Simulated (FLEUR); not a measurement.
System: Te2Mo.

```
Te Mo
1.0
     3.51820    0.00000    0.00000
    -1.75910    3.04685    0.00000
     0.00000    0.00000   13.97360
Te Mo
4 2
Direct
  0.66667 0.33333 0.37900
  0.33333 0.66667 0.87900
  0.66667 0.33333 0.12100
  0.33333 0.66667 0.62100
  0.66667 0.33333 0.75000
  0.33333 0.66667 0.25000
```

Space group P6₃/mmc.

Method: FLEUR, Kohn-Sham DFT of a periodic cell, LDA, all-electron.

What will maps of the electron density show?

Answer. Te–Mo (2.72 Å): the density is about 0.45 e/Å³ at the midpoint.

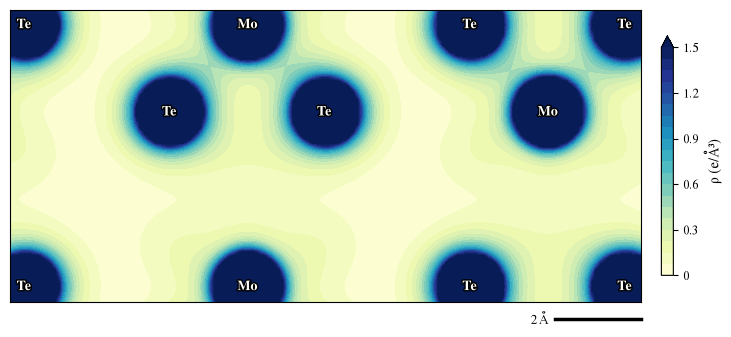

Computed electron density on the (110) plane of the conventional cell. 
